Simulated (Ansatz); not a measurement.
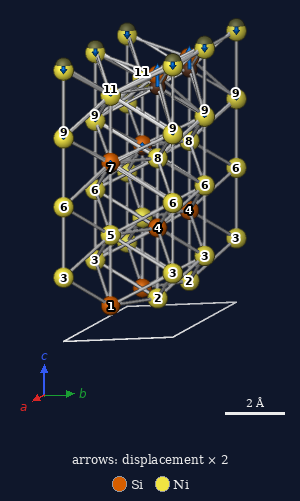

A constrained relaxation of a slab of composition SiNi2 (cut from the P6_3/mmc phase). The starting structure is drawn faded, the final one solid; blue arrows show the displacements, 2 times their true length.

Style: ball-and-stick. Shown: the 2 × 1 repeat of the cell, outlined in the plane, without the vacuum, slightly off an axis.

Case: clean slab, lower half held. The slab is the (0 0 1) face of SiNi2. 6 atoms are held fixed.

The calculation used DFT PBEsol, scalar-relativistic, plane waves, PAW in Ansatz.

The input:
```yaml
crystal:
  lattice:
    - [3.8684636285, 0.0, 0.0]
    - [-1.9342318142, 3.3501877759, 0.0]
    - [0.0, 0.0, 25.6047242106]
  atoms:
    - { symbol: Si, position: [0.6666666667, 0.3333333333, 0.3319699884] }
    - { symbol: Ni, position: [0.3333333333, 0.6666666667, 0.3319699884] }
    - { symbol: Ni, position: [0.0, 0.0, 0.3799785632] }
    - { symbol: Si, position: [0.3333333333, 0.6666666667, 0.4279871379] }
    - { symbol: Ni, position: [0.6666666667, 0.3333333333, 0.4279871379] }
    - { symbol: Ni, position: [0.0, 0.0, 0.4759957126] }
    - { symbol: Si, position: [0.6666666667, 0.3333333333, 0.5240042874] }
    - { symbol: Ni, position: [0.3333333333, 0.6666666667, 0.5240042874] }
    - { symbol: Ni, position: [0.0, 0.0, 0.5720128621] }
    - { symbol: Si, position: [0.3333333333, 0.6666666667, 0.6200214368] }
    - { symbol: Ni, position: [0.6666666667, 0.3333333333, 0.6200214368] }
    - { symbol: Ni, position: [0.0, 0.0, 0.6680300116] }
basis:
  ecutwfc: 420
kpoints:
  mp_grid: { grid: [9, 9, 1] }
hamiltonian:
  xc: pbesol
scf:
  occupations: { method: gaussian, width: 0.1 }
output:
  forces: true
  eigenvalues: true
relax:
  adjacent_minimum: "off"
  f_tol: 0.03
  max_steps: 70
  constraints: [{ sites: [0, 1, 2, 3, 4, 5] }]
efield:
  axis: 3
  dipole_correction: true
  ramp_width: 0.04
```

Command:
```bash
ansatz run input.yaml --threads 4 --pin off --max-ram 10240MiB --backend cpu --events-out ev --progress --plain --runs-dir out
```

Atoms of which element are displaced furthest, and by how much?

Answer. Silicon: up to 0.42 Å, against 0.15 Å for nickel.

What happened in the run?

Answer. The largest move is that of Si10, 0.42 Å along the normal (+c). By element the largest moves are Si 0.42 Å, Ni 0.15 Å. The cell doesn't change. Some distances before and after: Ni8–Si10 2.458 → 2.907 Å, Ni9–Si10 2.549 → 2.810 Å, Si10–Ni12 2.549 → 2.330 Å, Si7–Ni11 2.458 → 2.326 Å. Over 5 geometry steps the energy falls by 0.346 eV per cell of the calculation. The largest force component goes from 1.3 to 0.021 eV/Å. The run took 2.4 min on 4 threads of Intel(R) Xeon(R) Processor @ 2.50GHz (Skylake/Cascade Lake) (shared host), peak memory 1.1 GiB.

Limits of the set-up: an element that often carries a moment was run without spin polarisation.
